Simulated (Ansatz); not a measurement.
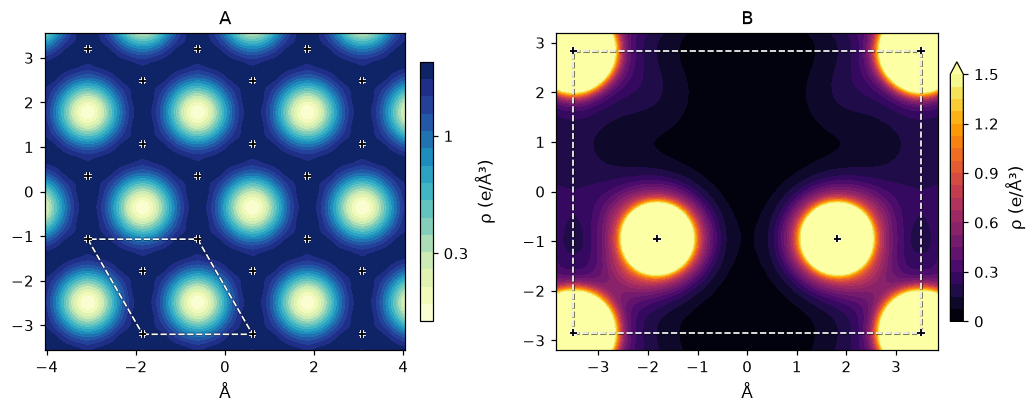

The valence charge density (pseudo) of 2 systems, each on a plane through atoms (crosses mark nuclei in the plane).

These are results of Ansatz 0.2.0, DFT PBE+D3(BJ), scalar-relativistic, plane waves, PAW, not measurements.

System 1: WSe2, the (110) plane of the conventional cell. Space group P-6m2; a structure from a database of computed crystals, not necessarily the ambient phase.

```
W Se
1.0
     3.27901    0.00000    0.00000
    -1.63951    2.83971    0.00000
     0.00000    0.00000    7.00562
W Se
1 2
Cartesian
  0.0000 0.0000 0.0000
  0.0000 1.8931 1.6853
  0.0000 1.8931 5.3203
```

System 2: C, the (001) plane of the conventional cell. Space group P6/mmm; a structure from a database of computed crystals, not necessarily the ambient phase.

```
CELL_PARAMETERS angstrom
2.46474 0.00000 0.00000
-1.23237 2.13453 0.00000
0.00000 0.00000 3.56743
ATOMIC_POSITIONS crystal
C 0.33333 0.66667 0.00000
C 0.66667 0.33333 0.00000
```

Q: Which map belongs to which system?

A: Panel A is system 2, C: the plane holds C. C–C (1.42 Å): ρ is about 2 e/Å³ halfway. Panel B is system 1, WSe2: the plane holds W and Se. W–Se (2.53 Å): the density is about 0.55 e/Å³ at the midpoint.
